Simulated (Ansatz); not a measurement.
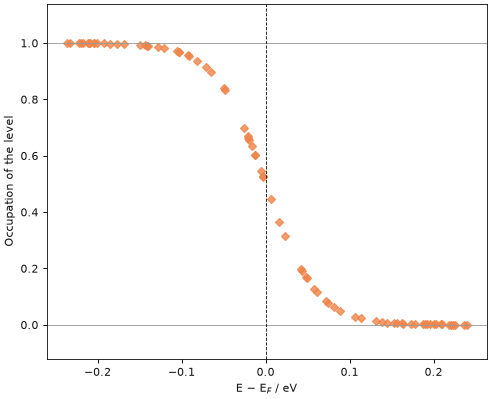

Occupations of the one-electron levels of the k mesh against their energy, from a run on Y, space group Fm-3m (No. 225), 1 atom in the cell, with Ansatz.

Name the smearing function and its width.

Answer. Fermi-Dirac smearing with a width of 0.03 eV. The occupations stay between 0 and 1 and have long exponential tails; the slope at the Fermi level is 1/(4 × width).
